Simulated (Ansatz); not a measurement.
**Two runs on Si**

System: Si (4 atoms in the cell).
Method of run A: Kohn-Sham DFT of a periodic cell, PBE0, Ansatz PAW, no spin polarisation (Ansatz 0.2.0).

The structure derives from a Materials Project entry. Text and figures count atoms from 1; the logs count them from 0 in places.

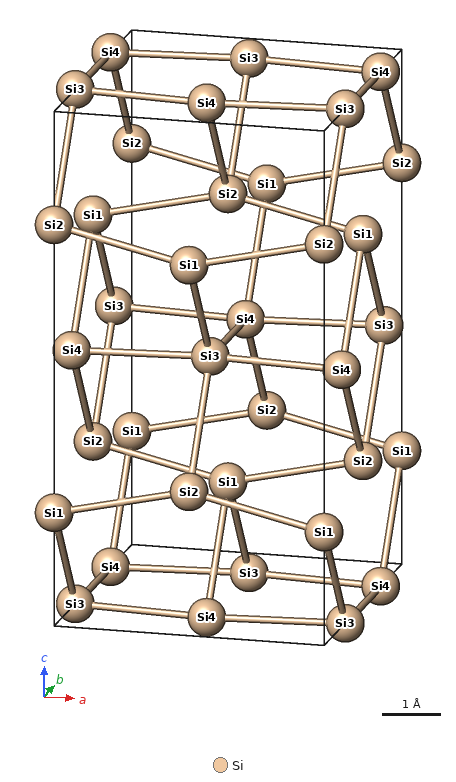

**Figure 1.** The starting structure (ball-and-stick view of the cell 4 times as large as that of the calculation, set on its symmetry axes, seen at an oblique angle; atoms are numbered from 1 in the order of the input). An atom can appear more than once, as a periodic image.

## Input, run A
```yaml
crystal:
  lattice:
    - [0.0, 2.65989848, 4.6432435421]
    - [2.4222677723, 0.0, 4.6432435421]
    - [2.4222677723, 2.65989848, 0.0]
  atoms:
    - { symbol: Si, position: [0.2202307, 0.2202307, 0.7797693] }
    - { symbol: Si, position: [0.7797693, 0.7797693, 0.2202307] }
    - { symbol: Si, position: [0.27260572, 0.72739428, 0.27260572] }
    - { symbol: Si, position: [0.72739428, 0.27260572, 0.72739428] }
hamiltonian:
  xc: pbe0
  pseudopotentials: { kind: paw }
kpoints:
  mp_grid: { grid: [6, 6, 6] }
scf:
  occupations: { method: fermi_dirac, width: 0.05 }
output:
  forces: true
  stress: true
  eigenvalues: true
relax:
  f_tol: 0.01
  max_steps: 40
  cell: { stress_tol: 0.05 }
```

Hardware: 1 × NVIDIA H100 80GB HBM3, 2 threads of AMD EPYC (Zen 3), 264 GiB of memory available, shared host.

## Output, shortened to warnings, some set-up lines, iterations and results (run A)
```
Basis set: ecut = 420 eV, 1147 PW (Γ), exchange–correlation on 72×72×50 points (8 copies of the dense FFT grid, shifted against one another)
Symmetry: 8 space group operations
k-points: 46 of 216
Initial density: superposition of atomic densities (neutral atoms: chi_scale 0, normalization atom), corrected by the library's trained network
[...]
SCF iter   1: F=—  HF=-2541.989542 eV  |F-HF|=—  |Δ(HF+E_count)|=         —  Δρ=1.56e-3  dr2=7.42e-4  ethr=1.77e-3  ⟨swp⟩=9.3  Hψ=3144  notcnv=0
SCF iter   2: F=—  HF=-2541.990106 eV  |F-HF|=—  |Δ(HF+E_count)|=   5.64e-4  Δρ=9.28e-4  dr2=2.82e-4  ethr=4.64e-6  ⟨swp⟩=4.9  Hψ=1569  notcnv=0  defer=5
SCF iter   3: F=—  HF=-2541.990239 eV  |F-HF|=—  |Δ(HF+E_count)|=   1.33e-4  Δρ=7.07e-5  dr2=2.33e-6  ethr=1.17e-8  ⟨swp⟩=4.3  Hψ=2600  notcnv=0
SCF iter   4: F=—  HF=-2541.990239 eV  |F-HF|=—  |Δ(HF+E_count)|=   4.17e-7  Δρ=3.11e-5  dr2=4.25e-7  ethr=1.17e-8  ⟨swp⟩=2.1  Hψ=947  notcnv=0
SCF iter   5: F=—  HF=-2541.990239 eV  |F-HF|=—  |Δ(HF+E_count)|=   1.10e-7  Δρ=3.17e-6  dr2=1.07e-8  ethr=2.66e-9  ⟨swp⟩=2.4  Hψ=964  notcnv=0
[... 124 lines ...]
SCF 16 converged in 3 iterations: F = -2544.144551 eV  dr2 = 3.26e-11
SCF iter   1: F=—  HF=-2544.144551 eV  |F-HF|=—  |Δ(HF+E_count)|=         —  Δρ=1.42e-7  dr2=3.68e-11  ethr=2.96e-11  ⟨swp⟩=12.2  Hψ=2288  notcnv=1
SCF iter   2: F=-2544.144551 eV  HF=-2544.144551 eV  |F-HF|=6.37e-12  |Δ(HF+E_count)|=  6.37e-12  Δρ=6.49e-8  dr2=9.00e-12  ethr=1.00e-12  ⟨swp⟩=2.3  Hψ=952  notcnv=0
SCF 17 converged in 2 iterations: F = -2544.144551 eV  dr2 = 9.00e-12
relax step   6: F+E_penalty+E_count = -2544.14455118 eV  Δ(F+E_penalty+E_count) = -1.295e-4 eV  max|allowed force component| = 6.736e-4 eV/Å  Δτ_max = 0.0000 Å  P = +0.004 …
basis re-selected at this cell: Δ(F+E_penalty+E_count) = -1.295e-4 eV, ΔP = +0.004 GPa vs the last step (what re-selecting the basis moved, of the pressure what is left beyond the Pulay correction that the steps carried, after the strain that the cell walked since its last selection, with what the …
hybrid SCF converged: 2 outer / 5 inner (+0 warm-up), last move |dexx| = 8.11e-12 eV, tail = 1.81e-11 eV
Stability not checked: this state was not tested for a lower state beside it, because the functional holds exact exchange (a hybrid, or Hartree-Fock), whose exchange loop this test does not read (fock_operator; see scf.lower_state_search)
Free energy (F): -2544.144551 eV
Frozen-core exchange: fock
Harris-Foulkes:  -2544.144551 eV  (|F-HF|=6.37e-12)
Internal energy: -2544.141150 eV  (E = F + TS)
E sigma→0 (E₀):  -2544.142851 eV
Entropy (-TS):   -0.003401 eV (-0.850 meV/atom)
Fermi energy:    9.977950 eV
--- Per-component energies (eV) ---
  E_band       = 50.096867
  E_kinetic    = 164.378832
  E_local      = -5.920078  (includes V_loc(G=0)·N_el)
  E_nonlocal   = 99.581391
  E_hartree    = 4.961043
  E_xc         = -173.630968
  E_vxc        = -149.131817  (∫ρ·V_xc dr)
  E_exx        = -28.275870  (= α·E_x^exact, valence–valence)
  E_paw        = -2072.860155  (= ΣΔE_a)
  E_vpaw       = -12.181835  (= ΣTr[D̂ρ^β])
  E_aug_tail   = 0.000027  (compensation charges beyond the density's cutoff)
  E_ewald      = -532.148926
  E_core_change = -0.226446  (= ΣΔE_core)
  E_smearing   = -0.003401  (= −TS)
  E_closure    = -0.000000  (closes the sum)
  Σ components = -2544.144551   (vs F -2544.144551, Δ=0.00e0)
--- Forces (eV/Å), atoms counted from 1 ---
  atom   1  Si     0.00000000    -0.00000000    -0.00038720
  atom   2  Si    -0.00000000     0.00000000     0.00038720
  atom   3  Si    -0.00000000     0.00067365    -0.00000000
  atom   4  Si     0.00000000    -0.00067365     0.00000000
  max |Σ_I F_I| component: 0.00e0 eV/Å
--- Stress (GPa, compression-positive) ---
        0.024333       0.000000       0.000000
        0.000000      -0.012616       0.000000
        0.000000       0.000000       0.000530
[...]
```

For run B the input was changed thus:
```diff
-  xc: pbe0
+  xc: hse06
```

What does this change do to the results?

The total energies belong to different methods, so their difference says nothing on which is more stable or more accurate. The volume per atom goes from 15.12 to 15.17 Å³. The functional changes from PBE0 to HSE06.

## Output, shortened to warnings, some set-up lines, iterations and results (run B)
```
Basis set: ecut = 420 eV, 1147 PW (Γ), exchange–correlation on 72×72×50 points (8 copies of the dense FFT grid, shifted against one another)
Symmetry: 8 space group operations
k-points: 46 of 216
Initial density: superposition of atomic densities (neutral atoms: chi_scale 0, normalization atom), corrected by the library's trained network
[...]
SCF iter   1: F=—  HF=-2541.988367 eV  |F-HF|=—  |Δ(HF+E_count)|=         —  Δρ=1.56e-3  dr2=7.41e-4  ethr=1.77e-3  ⟨swp⟩=9.3  Hψ=3144  notcnv=0
SCF iter   2: F=—  HF=-2541.988931 eV  |F-HF|=—  |Δ(HF+E_count)|=   5.65e-4  Δρ=9.28e-4  dr2=2.81e-4  ethr=4.63e-6  ⟨swp⟩=4.9  Hψ=1570  notcnv=0  defer=5
SCF iter   3: F=—  HF=-2541.989064 eV  |F-HF|=—  |Δ(HF+E_count)|=   1.33e-4  Δρ=7.06e-5  dr2=2.32e-6  ethr=1.16e-8  ⟨swp⟩=4.2  Hψ=2598  notcnv=0
SCF iter   4: F=—  HF=-2541.989065 eV  |F-HF|=—  |Δ(HF+E_count)|=   4.19e-7  Δρ=3.11e-5  dr2=4.24e-7  ethr=1.16e-8  ⟨swp⟩=2.0  Hψ=945  notcnv=0
SCF iter   5: F=—  HF=-2541.989065 eV  |F-HF|=—  |Δ(HF+E_count)|=   1.10e-7  Δρ=3.15e-6  dr2=1.05e-8  ethr=2.65e-9  ⟨swp⟩=2.4  Hψ=964  notcnv=0
[... 80 lines ...]
SCF 13 converged in 4 iterations: F = -2543.575181 eV  dr2 = 4.16e-12
SCF iter   1: F=—  HF=-2543.575181 eV  |F-HF|=—  |Δ(HF+E_count)|=         —  Δρ=7.45e-8  dr2=1.26e-12  ethr=8.33e-12  ⟨swp⟩=13.1  Hψ=2471  notcnv=2
SCF iter   2: F=-2543.575181 eV  HF=-2543.575181 eV  |F-HF|=9.09e-13  |Δ(HF+E_count)|=  9.09e-13  Δρ=3.02e-8  dr2=1.59e-13  ethr=1.00e-12  ⟨swp⟩=2.0  Hψ=939  notcnv=0
SCF 14 converged in 2 iterations: F = -2543.575181 eV  dr2 = 1.59e-13
relax step   6: F+E_penalty+E_count = -2543.57518124 eV  Δ(F+E_penalty+E_count) = -1.705e-4 eV  max|allowed force component| = 5.714e-3 eV/Å  Δτ_max = 0.0000 Å  P = -0.011 …
basis re-selected at this cell: Δ(F+E_penalty+E_count) = -1.705e-4 eV, ΔP = +0.005 GPa vs the last step (what re-selecting the basis moved, of the pressure what is left beyond the Pulay correction that the steps carried, after the strain that the cell walked since its last selection, with what the …
hybrid SCF converged: 2 outer / 6 inner (+0 warm-up), last move |dexx| = 1.04e-12 eV, tail = 3.35e-13 eV
Stability not checked: this state was not tested for a lower state beside it, because the functional holds exact exchange (a hybrid, or Hartree-Fock), whose exchange loop this test does not read (fock_operator; see scf.lower_state_search)
Free energy (F): -2543.575181 eV
Frozen-core exchange: fock
Harris-Foulkes:  -2543.575181 eV  (|F-HF|=9.09e-13)
Internal energy: -2543.568868 eV  (E = F + TS)
E sigma→0 (E₀):  -2543.572024 eV
Entropy (-TS):   -0.006314 eV (-1.578 meV/atom)
Fermi energy:    9.845996 eV
--- Per-component energies (eV) ---
  E_band       = 55.812187
  E_kinetic    = 164.152368
  E_local      = -6.451462  (includes V_loc(G=0)·N_el)
  E_nonlocal   = 99.559291
  E_hartree    = 5.003414
  E_xc         = -182.376670
  E_vxc        = -155.805401  (∫ρ·V_xc dr)
  E_exx        = -21.941725  (= α·E_x^exact, valence–valence)
  E_paw        = -2069.729182  (= ΣΔE_a)
  E_vpaw       = -11.766013  (= ΣTr[D̂ρ^β])
  E_aug_tail   = 0.000027  (compensation charges beyond the density's cutoff)
  E_ewald      = -531.548464
  E_core_change = -0.236465  (= ΣΔE_core)
  E_smearing   = -0.006314  (= −TS)
  E_closure    = 0.000000  (closes the sum)
  Σ components = -2543.575181   (vs F -2543.575181, Δ=0.00e0)
--- Forces (eV/Å), atoms counted from 1 ---
  atom   1  Si     0.00000000    -0.00000000     0.00571440
  atom   2  Si    -0.00000000     0.00000000    -0.00571440
  atom   3  Si    -0.00000000     0.00336833    -0.00000000
  atom   4  Si     0.00000000    -0.00336833     0.00000000
  max |Σ_I F_I| component: 2.78e-17 eV/Å
--- Stress (GPa, compression-positive) ---
       -0.018028       0.000000       0.000000
        0.000000      -0.029826       0.000000
        0.000000       0.000000       0.015188
[...]
```

## The two runs side by side

```tsv
quantity	run A	run B
outcome	converged	converged
free energy per atom (eV)	−636.0361	−635.8938
energy per atom, smearing taken to zero (eV)	−636.0357	−635.8930
gap on the mesh (eV)	0.00	0.00
pressure (GPa)	0.00	−0.01
volume per atom (Å³)	15.12	15.17
largest force (eV/Å)	0.001	0.006
irreducible k-points	46	46
wall time (shared host)	76 s	1.7 min
```
